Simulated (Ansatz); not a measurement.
## As (Pm-3m, 1 atom in the cell): a soft mode frozen in

Aim: this structure of As (Pm-3m, 1 atom in the cell) is to be tested for unstable modes, and one is followed downhill.

Method: DFT PBEsol, scalar-relativistic, plane waves, PAW, in Ansatz 0.2.0.

This is not the structure that As takes at ambient pressure and room temperature (space group No. 166); it is a model or a phase of other conditions.

## Step 1: Set-up

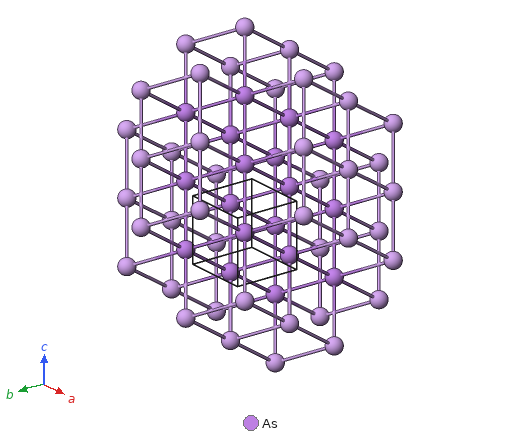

The cell as given, from a free direction (arsenic purple). 3×2×3 cells are drawn. Some periodic images of atoms are drawn too.

Structure file:

```cif
data_structure
_symmetry_space_group_name_H-M 'Pm-3m'
_symmetry_Int_Tables_number 221
_cell_length_a 2.6886
_cell_length_b 2.6886
_cell_length_c 2.6886
_cell_angle_alpha 90.000
_cell_angle_beta 90.000
_cell_angle_gamma 90.000
_cell_volume 19.43
loop_
_atom_site_label
_atom_site_type_symbol
_atom_site_symmetry_multiplicity
_atom_site_Wyckoff_symbol
_atom_site_fract_x
_atom_site_fract_y
_atom_site_fract_z
_atom_site_occupancy
As1 As 1 b 0.50000 0.50000 0.50000 1
```

## Step 2: The dispersion

The cell comes from relaxations at this level that are not shown. Stability and thermal properties need the whole zone. Linear response on a 4×4×4 q mesh gives force constants as far as a supercell of that size would.

Input file input.yaml:

```yaml
crystal:
  lattice:
    - [2.6885784294, 0.0, 0.0]
    - [0.0, 2.6885784294, 0.0]
    - [0.0, 0.0, 2.6885784294]
  atoms:
    - { symbol: As, position: [0.5, 0.5, 0.5] }
kpoints:
  mp_grid: { grid: [16, 16, 16] }
hamiltonian:
  xc: pbesol
scf:
  occupations: { method: methfessel_paxton, width: 0.15 }
output:
  eigenvalues: true
phonons:
  method: dfpt
  qmesh: [4, 4, 4]
  temperatures: { t_max: 1000, t_step: 50 }
  qpath:
    path:
      - [[0.0, 0.0, 0.0], [0.0, 0.5, 0.0], [0.5, 0.5, 0.0], [0.0, 0.0, 0.0], [0.5, 0.5, 0.5], [0.0, 0.5, 0.0]]
      - [[0.5, 0.5, 0.5], [0.5, 0.5, 0.0]]
    npoints: 10
```

Run with:

```bash
> ansatz run input.yaml --threads 4 --pin off --max-ram 7168MiB --backend cpu --events-out ev --progress --plain --runs-dir out
```

Numbers of over 12 decimals in the logs are rounded to 6 here.

Log:

```text
Engine: ansatz 0.2.0, aarch64-unknown-linux-gnu
Pseudopotentials: kind: paw
Pseudopotential: As, paw, valence charge 15, recommended cutoff 420 eV (normal), As.paw.azcp
Functional definition: PBEsol
  exchange = pbesol_x
  correlation = pbesol_c
Crystal: 1 atoms, lattice volume = 19.434 Å³
Basis set: ecut = 420 eV, 389 PW (Γ), exchange–correlation on 36×36×36 points (8 copies of the dense FFT grid, shifted against one another)
Bands: 12, of which v1, the nominal top of the filled ones, is band 8 counted from 1 (7 counted from 0)
Symmetry: 48 space group operations
k-points: 165 of 4096
Non-local potential: As, projectors of the file, l = 0: 2, l = 1: 2, l = 2: 3, l = 3: 1
PAW form: soft (Blöchl's): semilocal exchange-correlation on the pseudo side does not see the compensation charge
PAW frozen core: As, regenerated for the run's functional, and the local potential with it (the file was generated under x = pbe(κ = 0.804, μ = 0.219515), c = pbe(β = 0.066725))
PAW one-centre angular grid: As, 590 points (default); XC on 64 Gauss nodes
Initial density: superposition of atomic densities (neutral atoms: chi_scale 0, normalization atom), corrected by the library's trained network
Initial wavefunctions: pseudopotential atomic-orbital guess
Functional: x = pbesol(κ = 0.804, μ = 0.123457), c = pbesol(β = 0.046)
SCF iter   1: F=—  HF=-4812.946414 eV  |F-HF|=—  |Δ(HF+E_count)|=         —  Δρ=9.83e-4  dr2=6.79e-5  ethr=1.77e-3  ⟨swp⟩=5.1  Hψ=11785  notcnv=0
preconditioner: auto → none  [insulator: Δε(μ)=0.160 eV  Ē_g=15.172 eV  σ=0.150 eV  W_gap=0.61  n_scr=6 (ndim 8)  ℏωp=18.8 eV  f_vac=0.001  D(μ)=0.17/eV (n_scr^D=0)  ε∞_Penn≈2.5]
SCF iter   2: F=—  HF=-4812.946098 eV  |F-HF|=—  |Δ(HF+E_count)|=   3.16e-4  S|Δr|=    0.00e0  Δρ=4.51e-4  dr2=1.67e-5  ethr=4.53e-7  ⟨swp⟩=2.0  Hψ=4541  notcnv=0
SCF iter   3: F=—  HF=-4812.946117 eV  |F-HF|=—  |Δ(HF+E_count)|=   1.89e-5  S|Δr|=    0.00e0  Δρ=1.77e-4  dr2=2.76e-6  ethr=1.11e-7  ⟨swp⟩=2.1  Hψ=3083  notcnv=0
SCF iter   4: F=—  HF=-4812.946121 eV  |F-HF|=—  |Δ(HF+E_count)|=   3.44e-6  S|Δr|=    0.00e0  Δρ=2.45e-5  dr2=1.51e-7  ethr=1.84e-8  ⟨swp⟩=2.2  Hψ=2998  notcnv=0
SCF iter   5: F=—  HF=-4812.946120 eV  |F-HF|=—  |Δ(HF+E_count)|=   1.25e-7  S|Δr|=    0.00e0  Δρ=8.23e-6  dr2=1.60e-8  ethr=1.01e-9  ⟨swp⟩=2.0  Hψ=3131  notcnv=0
SCF iter   6: F=—  HF=-4812.946120 eV  |F-HF|=—  |Δ(HF+E_count)|=   1.66e-8  S|Δr|=    0.00e0  Δρ=4.24e-7  dr2=2.47e-11  ethr=1.07e-10  ⟨swp⟩=2.0  Hψ=3153  notcnv=0
SCF iter   7: F=-4812.946120 eV  HF=-4812.946120 eV  |F-HF|=0.00e0  |Δ(HF+E_count)|=  1.55e-11  S|Δr|=    0.00e0  Δρ=3.67e-8  dr2=3.01e-13  ethr=1.00e-12  ⟨swp⟩=5.8  Hψ=7609  notcnv=0
SCF 1 converged in 7 iterations: F = -4812.946120 eV  dr2 = 3.01e-13
  greatest PAW one-centre occupation: 0.999 electrons in one spin orbital (limit 2), on the As atom at site 0 (counted from 0), in its partial waves of l = 2
NSCF: frozen V_eff on 165 k-points
NSCF: frozen V_eff on 405 k-points
DFPT response loops at q = (0, 0, 0) (fractional): preconditioner auto → Kerker (q_TF=auto, 2.613 Å⁻¹) (partly filled bands, converged f_vac=0.000); β = 1.00, the filter's whole step (`scf.mixing.beta` (0.50) is not read by the response loops under this deck's `scf.mixing.preconditioner`; to damp them name `kerker` or `kerker_dos`, under which they read `scf.mixing.beta`, and type it under 1.00, their step now; both keys bind the ground state too); Broyden in place of MSR1
NSCF: frozen V_eff on 2592 k-points
DFPT response loops at q = (0, 0, 0.25) (fractional): mixed as the last ones told, above
NSCF: frozen V_eff on 1458 k-points
DFPT response loops at q = (0, 0, -0.5) (fractional): mixed as the last ones told, above
NSCF: frozen V_eff on 4608 k-points
DFPT response loops at q = (0, 0.25, 0.25) (fractional): mixed as the last ones told, above
NSCF: frozen V_eff on 2592 k-points
DFPT response loops at q = (0, 0.25, -0.5) (fractional): mixed as the last ones told, above
NSCF: frozen V_eff on 1458 k-points
DFPT response loops at q = (0, -0.5, -0.5) (fractional): mixed as the last ones told, above
NSCF: frozen V_eff on 4352 k-points
DFPT response loops at q = (0.25, 0.25, 0.25) (fractional): mixed as the last ones told, above
NSCF: frozen V_eff on 4608 k-points
DFPT response loops at q = (0.25, 0.25, -0.5) (fractional): mixed as the last ones told, above
NSCF: frozen V_eff on 2592 k-points
DFPT response loops at q = (0.25, -0.5, -0.5) (fractional): mixed as the last ones told, above
NSCF: frozen V_eff on 810 k-points
DFPT response loops at q = (-0.5, -0.5, -0.5) (fractional): mixed as the last ones told, above
SCF converged after 7 iterations
Stability not checked: this state was not tested for a lower state beside it, because cold or Methfessel-Paxton smearing, or corrected tetrahedra, fill the levels in a way that the test cannot read (fill_not_monotonic; see scf.lower_state_search)
Free energy (F): -4812.946120 eV
Harris-Foulkes:  -4812.946120 eV  (|F-HF|=0.00e0)
Internal energy: -4812.947028 eV  (E = F + TS)
E sigma→0 (E₀):  -4812.946347 eV
Entropy (-TS):   0.000908 eV (0.908 meV/atom)
Fermi energy:    11.856250 eV
--- Per-component energies (eV) ---
  E_band       = -213.064885
  E_kinetic    = 102.990019
  E_local      = -1535.095338  (includes V_loc(G=0)·N_el)
  E_nonlocal   = -668.254467
  E_hartree    = 867.633275
  E_xc         = -78.986853
  E_vxc        = -79.606447  (∫ρ·V_xc dr)
  E_paw        = -1792.631688  (= ΣΔE_a)
  E_vpaw       = 231.634820  (= ΣTr[D̂ρ^β])
  E_aug_tail   = 0.000007  (compensation charges beyond the density's cutoff)
  E_ewald      = -1709.568412
  E_core_change = 0.966429  (= ΣΔE_core)
  E_smearing   = 0.000908  (= −TS)
  E_closure    = -0.000000  (closes the sum)
  Σ components = -4812.946120   (vs F -4812.946120, Δ=0.00e0)
--- Band table (eV; the first three rows and the last of 165) ---
  k-point 0: bands = [... 4 lower, -24.0740, -3.2947, 16.0585, 16.0585, 16.0585, 20.4689, 20.4689, 22.3987]
  k-point 1: bands = [... 4 lower, -24.0739, -3.2212, 15.0579, 16.1237, 16.1237, 20.5360, 21.2061, 22.8651]
  k-point 2: bands = [... 4 lower, -24.0737, -3.0024, 13.1878, 16.3157, 16.3157, 20.7357, 21.8974, 24.6385]
  k-point 164: bands = [... 4 lower, -24.0297, 7.0265, 10.0060, 10.0060, 10.0060, 17.7550, 17.7550, 17.7550]
--- Phonons (Γ-DFPT): 1 representative perturbation + reference (Σ response iterations 3) ---
  ASR residual: 6.688e-6 → 0.000e0 eV/Å²; symmetrization residual: 4.487e-11 eV/Å²
  ASR residual per site (eV/Å²): 6.69e-6
  Γ frequencies (cm⁻¹): 0.00 0.00 0.00
--- Phonons (arbitrary-q DFPT): 10 irreducible q on the 4×4×4 mesh ---
  q = [0.0000, 0.0000, 0.0000] (star 1, of the zone-centre solve; hermiticity 0.00e0, symmetrization 6.71e-6): 0.00 0.00 0.00
  q = [0.0000, 0.0000, 0.2500] (star 6, 2 solved perturbations in 2016 linear systems a pass and spin channel, the states on 1296 of 4096 k-point pairs; hermiticity 2.35e-13, symmetrization 1.44e-12): 57.23 57.23 139.06
  q = [0.0000, 0.0000, -0.5000] (star 3, 2 solved perturbations in 1134 linear systems a pass and spin channel, the states on 729 of 4096 k-point pairs; hermiticity 8.71e-14, symmetrization 3.69e-12): 65.29 65.29 152.87
  q = [0.0000, 0.2500, 0.2500] (star 12, 2 solved perturbations in 3528 linear systems a pass and spin channel, the states on 2304 of 4096 k-point pairs; hermiticity 6.52e-14, symmetrization 2.42e-13): 80.29 132.04 164.13
  q = [0.0000, 0.2500, -0.5000] (star 12, 3 solved perturbations on 1296 of 4096 k-point pairs; hermiticity 1.94e-13, symmetrization 1.36e-13): 81.17 87.36 155.18
  q = [0.0000, -0.5000, -0.5000] (star 3, 2 solved perturbations in 1134 linear systems a pass and spin channel, the states on 729 of 4096 k-point pairs; hermiticity 3.02e-13, symmetrization 3.89e-13): 93.35 97.72 97.72
  q = [0.2500, 0.2500, 0.2500] (star 8, 1 solved perturbation on 2176 of 4096 k-point pairs; hermiticity 2.03e-13, symmetrization 4.05e-12): 152.88 152.88 192.17
  q = [0.2500, 0.2500, -0.5000] (star 12, 2 solved perturbations in 3528 linear systems a pass and spin channel, the states on 2304 of 4096 k-point pairs; hermiticity 2.01e-14, symmetrization 3.44e-13): -48.74 156.41 178.60
  q = [0.2500, -0.5000, -0.5000] (star 6, 2 solved perturbations in 2016 linear systems a pass and spin channel, the states on 1296 of 4096 k-point pairs; hermiticity 1.66e-13, symmetrization 3.05e-13): -51.10 -51.10 164.48
  q = [-0.5000, -0.5000, -0.5000] (star 1, 1 solved perturbation on 405 of 4096 k-point pairs; hermiticity 1.36e-13, symmetrization 9.75e-13): -195.58 -195.58 -195.58
  sum rule: each row above includes the acoustic sum rule's correction from the zone centre's row sums; it moved no ω² by more than (0.16 cm⁻¹)²
  mesh force constants: q→R imaginary residual 0.00e0; ASR residual 6.688e-6 → 0.000e0 eV/Å²; symmetrization residual 5.329e-15 eV/Å²
  interpolated dispersion: 62 rows × 3 modes
  density of states and harmonic sums: on the 24×24×24 q-mesh, interpolated from the force constants of a 4×4×4 supercell (no non-analytic term)
  largest difference from the sums on the solved wave vectors: F 5.52e-2 eV, S 8.04e-5 and C_V 2.53e-5 eV/K
  zero-point energy: 0.021097 eV/cell   skipped modes (ω ≤ 0): 113, of them read as no rigid motion or as one in doubt: 110 (1.769e-1 modes/cell left out, lowest -195.58 cm⁻¹)   left out of the sums: 5.90e-2 of the cell's modes: C_V's classical limit lies that fraction below 3 k_B per atom; for a crystal, a wire or a layer, F and S can be off by more, and a phonons.interpolated_qmesh denser along its periods is the remedy for the sampling
```

Elapsed: 94 s, on 4 threads of Arm Neoverse V1, shared host; peak memory 1.4 GiB.

Numbers from this step:

| Quantity | Value |
| --- | --- |
| volume per atom | 19.43 Å³ |
| gap on the k-mesh | 0 eV |
| sum-rule residual before enforcement | 6.69e-6 eV/Å² |
| lowest frequency on the path | -195.6 cm⁻¹ |
| highest frequency on the path or at a solved wavevector | 192.2 cm⁻¹ |
| lowest mode on the q mesh (acoustic modes at Γ apart) | -195.6 cm⁻¹ |

Frequencies (cm⁻¹) solved at each irreducible wavevector; negative means imaginary. Frequencies by wavevector, by row:

```tsv
q in reciprocal lattice units	star	mode 1	mode 2	mode 3
0 0 0	1	0	0	0
0 0 0.25	6	57.2	57.2	139.1
0 0 -0.5	3	65.3	65.3	152.9
0 0.25 0.25	12	80.3	132	164.1
0 0.25 -0.5	12	81.2	87.4	155.2
0 -0.5 -0.5	3	93.3	97.7	97.7
0.25 0.25 0.25	8	152.9	152.9	192.2
0.25 0.25 -0.5	12	-48.7	156.4	178.6
0.25 -0.5 -0.5	6	-51.1	-51.1	164.5
-0.5 -0.5 -0.5	1	-195.6	-195.6	-195.6
```

Interpolated from a 4×4×4 q mesh. The phonon branches at the labelled points (cm⁻¹):

```tsv
point	branch 1	branch 2	branch 3
Γ	0	0	0
X	65	65	153
M	93	98	98
Γ	0	0	0
R	-196	-196	-196
X	65	65	153
jump to R	-196	-196	-196
M	93	98	98
```

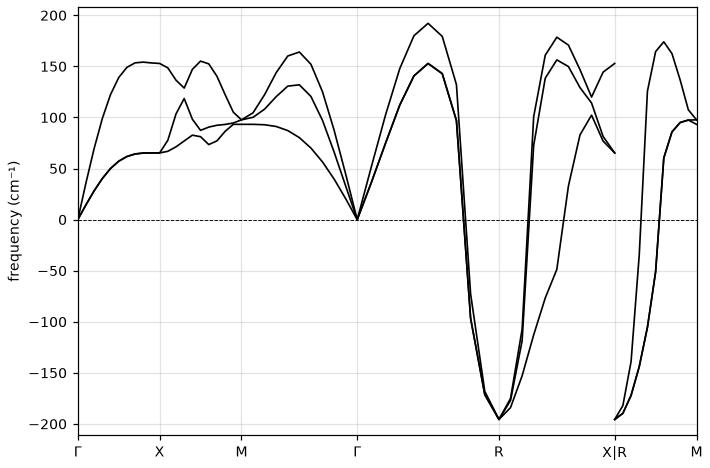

Phonon branches along the path.

Symmetry leaves 10 wavevectors to solve. The lowest mode among them, the acoustic zeros apart, lies at q = (-0.5, -0.5, -0.5) and is imaginary, 195.6i cm⁻¹, so the energy falls along it.

## Step 3: The mode frozen in, largest atomic shift 0 Å

The mode followed lies at q = (0.25, -0.5, -0.5) with frequency 51.1i cm⁻¹ and is 2-fold degenerate, one of the unstable modes though not the softest. At small amplitude the distorted cell has space group no. 74 by a symmetry search on the positions. The undistorted cell that holds it gives the zero of energy on the same k mesh.

System of this step: As. Symmetry: Pm-3m, No. 221, cubic system. The conventional cell has a = 2.689 Å, b = 2.689 Å, c = 2.689 Å, α = 90.00°, β = 90.00°, γ = 90.00°. Nearest to As lie 6 As at 2.69 Å.

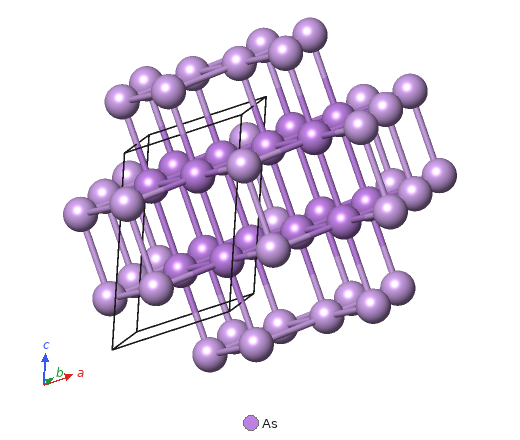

The cell of this step (arsenic purple). 2×2×1 cells are drawn. Some periodic images of atoms are drawn too.

Input file input.yaml:

```yaml
crystal:
  lattice:
    - [0.0, -2.6885784294, -2.6885784294]
    - [0.0, -2.6885784294, 2.6885784294]
    - [-5.3771568589, -2.6885784294, 0.0]
  atoms:
    - { symbol: As, position: [0.375, 0.875, 0.25] }
    - { symbol: As, position: [0.875, 0.375, 0.25] }
    - { symbol: As, position: [0.125, 0.625, 0.75] }
    - { symbol: As, position: [0.625, 0.125, 0.75] }
kpoints:
  mp_grid: { grid: [10, 10, 10] }
hamiltonian:
  xc: pbesol
scf:
  occupations: { method: methfessel_paxton, width: 0.15 }
output:
  forces: true
  stress: true
  eigenvalues: true
```

Log:

```text
[...]
Crystal: 4 atoms, lattice volume = 77.737 Å³
Basis set: ecut = 420 eV, 1517 PW (Γ), exchange–correlation on 54×54×90 points (8 copies of the dense FFT grid, shifted against one another)
Bands: 36, of which v1, the nominal top of the filled ones, is band 30 counted from 1 (29 counted from 0)
Symmetry: 64 space group operations
[...]
k-points: 102 of 1000
[...]
k-point 0: bands = [... 26 lower, 8.5045, 8.5045, 8.5045, 14.9593, 14.9593, 15.3747, 15.3747, 16.0584, ... 2 higher]
  k-point 1: bands = [... 26 lower, 8.1614, 8.8896, 8.8896, 13.6033, 14.9590, 15.3768, 15.8704, 16.1002, ... 2 higher]
  k-point 2: bands = [... 26 lower, 7.8797, 9.2859, 9.2859, 12.3465, 13.9683, 14.6311, 16.2240, 16.2240, ... 2 higher]
  k-point 101: bands = [... 26 lower, 6.6722, 7.0805, 8.5555, 9.6011, 15.0243, 15.1321, 15.9296, 16.6027, ... 2 higher]
[key lines of the parts left out:]
SCF converged after 6 iterations
Free energy (F): -19251.788328 eV
Fermi energy:    11.920150 eV
P = ⅓ Tr σ = 0.1308 GPa (1.308 kbar)
```

The job ended after 3.3 s (4 threads; peak memory 0.49 GiB).

This step gave:

```yaml
pressure: 0.1308 GPa
energy_from_the_undistorted_cell: 0 meV/atom
```

The run ends at a pressure of 0.13 GPa.

## Step 4: The mode frozen in, largest atomic shift 0.04 Å

The atoms are moved along the unstable eigenvector, the largest shift by 0.04 Å, with the cell fixed.

input.yaml, the sections that differ from step 3:

```yaml
crystal:
  lattice:
    - [0.0, -2.6885784294, -2.6885784294]
    - [0.0, -2.6885784294, 2.6885784294]
    - [-5.3771568589, -2.6885784294, 0.0]
  atoms:
    - { symbol: As, position: [0.3644798415, 0.875, 0.25] }
    - { symbol: As, position: [0.8855201585, 0.375, 0.25] }
    - { symbol: As, position: [0.125, 0.625, 0.75] }
    - { symbol: As, position: [0.625, 0.125, 0.75] }
# kpoints, hamiltonian, scf, output: as in step 3
```

Log:

```text
[...]
Crystal: 4 atoms, lattice volume = 77.737 Å³
Basis set: ecut = 420 eV, 1517 PW (Γ), exchange–correlation on 54×54×90 points (8 copies of the dense FFT grid, shifted against one another)
Bands: 36, of which v1, the nominal top of the filled ones, is band 30 counted from 1 (29 counted from 0)
Symmetry: 8 space group operations
[...]
k-points: 171 of 1000
[...]
k-point 0: bands = [... 26 lower, 8.5068, 8.5074, 8.5221, 14.9619, 14.9657, 15.2251, 15.3752, 16.0477, ... 2 higher]
  k-point 1: bands = [... 26 lower, 8.1714, 8.8792, 8.9002, 13.6082, 14.8979, 15.3660, 15.7452, 16.1080, ... 2 higher]
  k-point 2: bands = [... 26 lower, 7.8898, 9.2747, 9.2968, 12.3517, 13.9602, 14.5824, 16.1101, 16.2318, ... 2 higher]
  k-point 170: bands = [... 26 lower, 6.6729, 7.0802, 8.5606, 9.6048, 14.9105, 15.2482, 15.8902, 16.6420, ... 2 higher]
[key lines of the parts left out:]
SCF converged after 6 iterations
Free energy (F): -19251.788838 eV
Fermi energy:    11.921315 eV
P = ⅓ Tr σ = 0.2827 GPa (2.827 kbar)
```

The job ended after 5.7 s (4 threads; peak memory 0.6 GiB).

Numbers from this step:

```
pressure                         : 0.2827 GPa
energy from the undistorted cell : -0.115 meV/atom
```

The energy, extrapolated to zero smearing, is -0.12 meV/atom against the undistorted cell.

The run ends at a pressure of 0.28 GPa, with forces up to 0.0069 eV/Å.

## Step 5: Energy along the mode, all amplitudes (two of the runs are shown above)

An imaginary frequency means negative curvature, so the energy should fall and then rise again as anharmonic terms take over.

This step gave:

| Item | Value |
| --- | --- |
| depth at the lowest point sampled | 0.115 meV/atom |
| largest atomic shift at that point | 0.04 Å |

Table of energy from the parent by largest atomic shift:

```tsv
largest atomic shift (Å)	energy from the parent (meV/atom)
0.0000	0
0.0400	-0.115
0.0800	0.27
0.1400	6.83
```

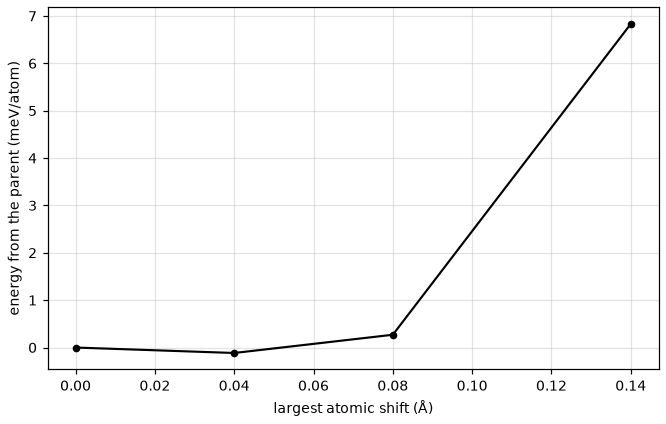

Energy from the parent against largest atomic shift.

Displacement at unit largest shift by atom:

```tsv
atom	x (Å)	y (Å)	z (Å)	size
As1	0.000	0.707	0.707	1.000
As2	0.000	-0.707	-0.707	1.000
As3	0.000	0.000	0.000	0.000
As4	0.000	0.000	0.000	0.000
```

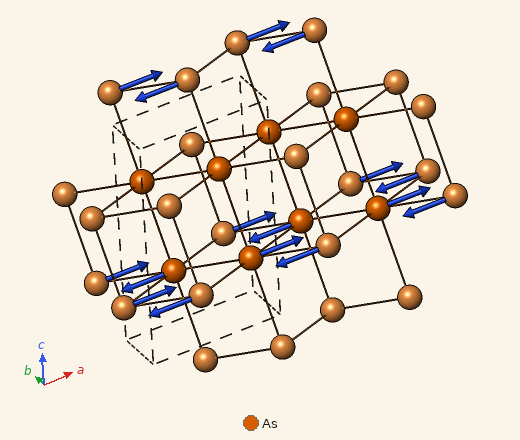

Displacement at unit largest shift as arrows, the longest 1.000 Å. 2×1×1 cells are drawn. Some periodic images of atoms are drawn too.

The lowest of the steps tried is at 0.04 Å, 0.115 meV/atom below the parent; the bottom of the well need not coincide with a step.

(Continued in part 2 of 2.)

[Logs are printed without paths, hosts, clocks, repeated set-up lines and the standing remarks that a program may print on its own settings, such as how far it seeks lower states.]

[Hosts, paths, dates, database ids (printed as entryN), source tags and the programs' standing remarks are cut or masked in the printed files.]
